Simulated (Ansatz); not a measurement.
System: WS₂, space group P6_3/mmc (No. 194).

The given structure:
```
CELL_PARAMETERS angstrom
3.18778 0.00000 0.00000
-1.59389 2.76070 0.00000
0.00000 0.00000 14.77497
ATOMIC_POSITIONS crystal
W 0.33333 0.66667 0.25000
W 0.66667 0.33333 0.75000
S 0.33333 0.66667 0.64367
S 0.66667 0.33333 0.14367
S 0.33333 0.66667 0.85633
S 0.66667 0.33333 0.35633
```

Displacement pattern for amplitude 1 (x, y, z for each atom, in the order of the cell):
```tsv
atom	x	y	z
W1	1.00	0.00	0.00
W2	-1.00	0.00	0.00
S3	-1.00	0.00	0.00
S4	1.00	0.00	0.00
S5	-1.00	0.00	0.00
S6	1.00	0.00	0.00
```

How it was computed, with Ansatz 0.2.0: a normal mode of the cell frozen into a crystal at growing amplitude, by plane-wave density functional theory with PAW datasets, free energies less that of the undisturbed cell; scalar-relativistic. Level: PBE, no spin polarisation.

wave cutoff 420 eV; k mesh 12×12×2; occupations Gaussian; smearing width 0.05 eV; k shift (0, 0, 0) (mesh steps); start relaxed.

The points at mode amplitude −0.3, −0.1, 0.2 and 0.4 follow from computed ones by symmetry.

Predict the energy change and force along the mode against mode amplitude. The mode amplitude takes the values −0.40, −0.30, −0.20, −0.10, 0.00, 0.05, 0.10, 0.15, 0.20, 0.25, 0.30, 0.35, 0.40 Å.

The energy change is 1.5 meV/cell at mode amplitude −0.40 Å and 1.5 meV/cell at 0.40 Å; the lowest computed point is at mode amplitude 0.00 Å (0.0 meV/cell). The force along the mode falls from 0.0060 eV/Å at mode amplitude −0.40 Å to −0.0060 eV/Å at 0.40 Å, and changes sign near 0.00 Å. The phonon wavenumber is 3.6 cm⁻¹.

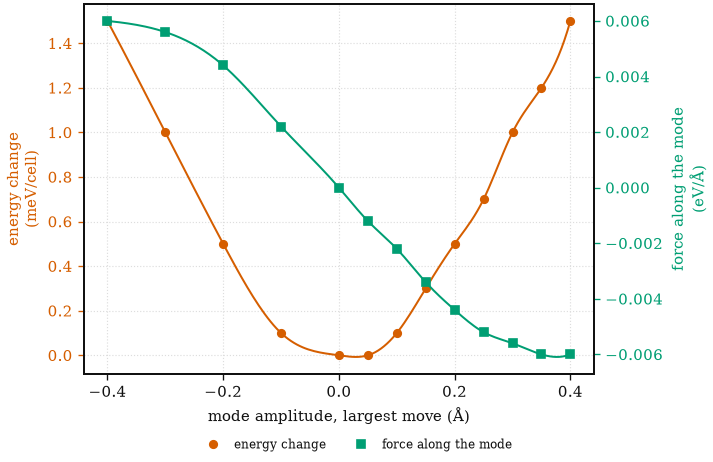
